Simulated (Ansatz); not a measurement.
## Single-point calculation of Pt

System: Pt (Fm-3m, 1 atom in the cell).
Method: DFT, PBE, plane waves, PAW, no spin polarisation (Ansatz 0.2.0).

The structure derives from an entry of the Crystallography Open Database. Some settings of this run were made unusual or wrong on purpose. Figures and captions count atoms from 1; the log counts them from 0 in places.

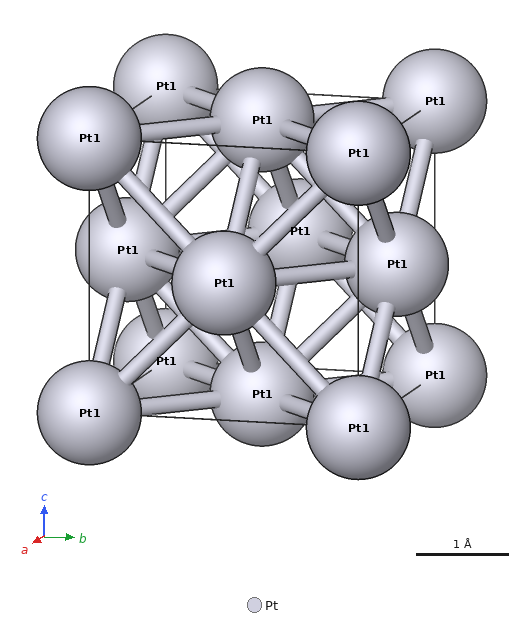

Fig. 1: The input geometry (ball-and-stick view of the cell 4 times as large as that of the calculation, set on its symmetry axes, seen slightly off an axis; atoms are numbered from 1 in the order of the input). An atom can appear more than once, as a periodic image.

Input
```yaml
crystal:
  lattice:
    - [0.0, 1.52179863, 1.52179863]
    - [1.52179863, 0.0, 1.52179863]
    - [1.52179863, 1.52179863, 0.0]
  atoms:
    - { symbol: Pt, position: [0.0, 0.0, 0.0] }
basis:
  ecutwfc: 420
kpoints:
  mp_grid: { grid: [18, 18, 18] }
hamiltonian:
  xc: pbe
scf:
  occupations: { method: gaussian, width: 0.1 }
  max_iter: 100
output:
  forces: true
  eigenvalues: true
  stress: true
```

Machine: 1 thread of Arm Neoverse V1, 24 GiB of memory available, shared host.

Run as:
```bash
ansatz run input.yaml --threads 1 --pin off --max-ram 2560MiB --backend cpu --events-out ev --progress --plain --runs-dir out
```

The program's output
```
Engine: ansatz 0.2.0, aarch64-unknown-linux-gnu
Pseudopotentials: kind: paw
Pseudopotential: Pt, paw, valence charge 18, recommended cutoff 420 eV (normal), Pt.paw.azcp
Functional definition: PBE
  parameter kappa = 0.804
  parameter beta = 0.06672455060314922
  exchange = pbe_x(kappa = kappa, mu = beta*pi^2/3)
  correlation = pbe_c(beta = beta)
Crystal: 1 atoms, lattice volume = 7.049 Å³
Basis set: ecut = 420 eV, 137 PW (Γ), exchange–correlation on 30×30×30 points (8 copies of the dense FFT grid, shifted against one another)
Bands: 13, of which v1, the nominal top of the filled ones, is band 9 counted from 1 (8 counted from 0)
Symmetry: 48 space group operations
Space group: Fm-3m (ITA 225), of the structure as read, at distance tolerance 1.9e-5 Å
k-points: 195 of 5832
Non-local potential: Pt, projectors of the file, l = 0: 3, l = 1: 2, l = 2: 2, l = 3: 1
PAW form: soft (Blöchl's): semilocal exchange-correlation on the pseudo side does not see the compensation charge
PAW one-centre angular grid: Pt, 590 points (default); XC on 64 Gauss nodes
Initial density: superposition of atomic densities (neutral atoms: chi_scale 0, normalization atom), corrected by the library's trained network
Initial wavefunctions: pseudopotential atomic-orbital guess
Functional: x = pbe(κ = 0.804, μ = 0.2195149727645171), c = pbe(β = 0.06672455060314922)
SCF iter   1: F=—  HF=-12511.481202 eV  |F-HF|=—  |Δ(HF+E_count)|=         —  Δρ=6.12e-1  dr2=1.59e1  ethr=1.77e-3  ⟨swp⟩=5.1  Hψ=15340  notcnv=0
preconditioner: auto → none  [metal: Δε(μ)=0.044 eV  Ē_g=26.647 eV  σ=0.100 eV  W_gap=0.24  n_scr=0 (ndim 8)  ℏωp=44.2 eV  f_vac=0.000  D(μ)=0.51/eV (n_scr^D=8)]
SCF iter   2: F=—  HF=-12504.314301 eV  |F-HF|=—  |Δ(HF+E_count)|=    7.17e0  Δρ=1.14e-1  dr2=3.64e-1  ethr=1.77e-3  ⟨swp⟩=3.2  Hψ=7827  notcnv=0  defer=22
SCF iter   3: F=—  HF=-12504.503066 eV  |F-HF|=—  |Δ(HF+E_count)|=   1.89e-1  Δρ=4.02e-2  dr2=3.44e-2  ethr=1.77e-3  ⟨swp⟩=2.5  Hψ=5797  notcnv=0  defer=24
SCF iter   4: F=—  HF=-12504.576626 eV  |F-HF|=—  |Δ(HF+E_count)|=   7.36e-2  Δρ=4.50e-3  dr2=5.02e-4  ethr=1.91e-4  ⟨swp⟩=2.7  Hψ=4639  notcnv=0  defer=25
SCF iter   5: F=—  HF=-12504.577397 eV  |F-HF|=—  |Δ(HF+E_count)|=   7.72e-4  Δρ=1.84e-4  dr2=6.59e-7  ethr=2.79e-6  ⟨swp⟩=2.4  Hψ=4046  notcnv=0  defer=25
SCF iter   6: F=—  HF=-12504.577398 eV  |F-HF|=—  |Δ(HF+E_count)|=   1.40e-7  Δρ=1.58e-5  dr2=6.43e-9  ethr=5.56e-10  ⟨swp⟩=7.8  Hψ=14857  notcnv=0
SCF iter   7: F=-12504.577398 eV  HF=-12504.577398 eV  |F-HF|=1.82e-12  |Δ(HF+E_count)|=   1.12e-9  Δρ=5.77e-7  dr2=9.70e-12  ethr=3.57e-11  ⟨swp⟩=2.0  Hψ=8806  notcnv=0
SCF 1 converged in 7 iterations: F = -12504.577398 eV  dr2 = 9.70e-12
  greatest PAW one-centre occupation: 1.010 electrons in one spin orbital (limit 2), on the Pt atom at site 0 (counted from 0), in its partial waves of l = 1
```

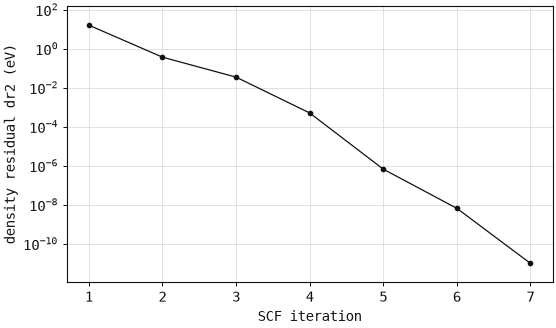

Fig. 2: Convergence of the self-consistent field: density residual dr2 against the SCF iteration. The residual falls at every step.

```
SCF converged after 7 iterations
Free energy (F): -12504.577398 eV
Harris-Foulkes:  -12504.577398 eV  (|F-HF|=1.82e-12)
Internal energy: -12504.575074 eV  (E = F + TS)
E sigma→0 (E₀):  -12504.576236 eV
Entropy (-TS):   -0.002324 eV (-2.324 meV/atom)
Fermi energy:    58.528466 eV
--- Per-component energies (eV) ---
  E_band       = 388.465598
  E_kinetic    = 713.555153
  E_local      = -439.933800  (includes V_loc(G=0)·N_el)
  E_nonlocal   = 217.965358
  E_hartree    = 266.143168
  E_xc         = -280.200462
  E_vxc        = -327.524544  (∫ρ·V_xc dr)
  E_paw        = -9468.071071  (= ΣΔE_a)
  E_vpaw       = -307.882962  (= ΣTr[D̂ρ^β])
  E_aug_tail   = 0.000144  (compensation charges beyond the density's cutoff)
  E_ewald      = -3514.033564
  E_smearing   = -0.002324  (= −TS)
  E_closure    = 0.000000  (closes the sum)
  Σ components = -12504.577398   (vs F -12504.577398, Δ=0.00e0)
--- Forces (eV/Å), atoms counted from 1 ---
  atom   1  Pt    -0.00000000     0.00000000    -0.00000000
  max |Σ_I F_I| component: 1.23e-31 eV/Å
--- Stress (GPa, compression-positive) ---
     1480.464181      -0.000000      -0.000000
        0.000000    1480.464181       0.000000
        0.000000       0.000000    1480.464181
  P = ⅓ Tr σ = 1480.4642 GPa (14804.642 kbar)
--- Band table (eV; the first three rows and the last of 195) ---
  k-point 0: bands = ["-45.7477", "2.5861", "2.5861", "2.5861", "37.8617", "46.1579", "46.1579", "46.1579", "53.1132", "53.1132", "66.5686", "76.6891", "76.6891"]
  k-point 1: bands = ["-45.7196", "2.3744", "2.5618", "2.5618", "38.1837", "45.9729", "46.3030", "46.3030", "52.9575", "52.9575", "67.1341", "75.7307", "77.2247"]
  k-point 2: bands = ["-45.6380", "1.7813", "2.4925", "2.4925", "39.0339", "45.5858", "46.6815", "46.6815", "52.6059", "52.6059", "68.6270", "73.9796", "78.7610"]
  k-point 194: bands = ["-44.4397", "-1.6351", "-1.0573", "0.2789", "41.0435", "43.8837", "46.7832", "51.2909", "60.6120", "72.2413", "72.9544", "73.1142", "79.8076"]
```

What the run reported

- outcome: converged
- space group (tolerance 0.01 Å): Fm-3m (225)
- electrons treated: 18
- free energy: −12504.5774 eV
- Fermi energy: 58.528 eV
- gap on the k-point mesh: none (metallic)
- pressure: 1480.46 GPa
- largest force (length of the vector): under 0.001 eV/Å
- wall time: 1.9 s
- peak memory: 0.26 GiB

Diagnosis

A setting was made wrong on purpose: a lattice far too small (`crystal.lattice`). The atoms are squeezed together and the pressure is enormous. The run converged all the same; its numbers are those of the faulty input and shouldn't be used.
